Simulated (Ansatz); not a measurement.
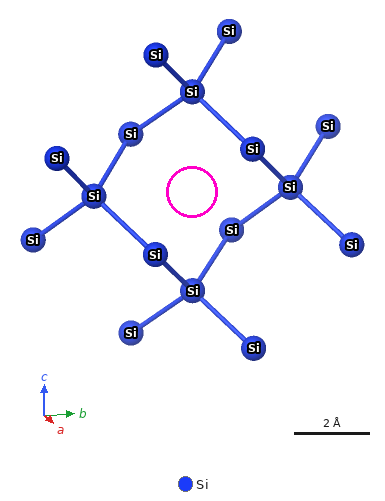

Perfect Si. The picture is a ball-and-stick view of the atoms within 4.6 Å of one point, in a slice 5.0 Å thick across the line of sight, seen slightly off an axis.

Method: Ansatz, DFT, PBEsol, PAW, plane waves. Settings: plane-wave cutoff 420 eV; k-point mesh 1 × 1 × 1; mesh shifted by (0.25, 0.25, 0.25); collinear spin. Fermi-Dirac smearing of 0.01 eV. A uniform background neutralises the charged cell. The axes drawn are those of the host's conventional cell.

An extra magnesium atom is put between the host's atoms (an interstitial) at the ringed place, in charge state +3. The supercell has 128 sites, and the atoms are relaxed at the host's cell.

> How do the neighbours respond?

The Mg atom starts with 10 Si at 2.33 to 2.74 Å around its place and ends with 10 Si at 2.50 to 2.78 Å. Of the host's atoms, a silicon atom moves furthest from its site, by 0.18 Å. The cell ends without a net magnetic moment. Relaxing the atoms from the host's sites lowers the energy by 1.69 eV.

The relaxed defect, seen from the same direction:

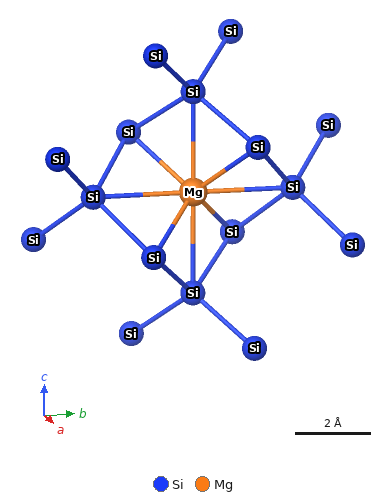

Limits of the set-up: the cell is charged, on a uniform background, and energies carry no finite-size correction.
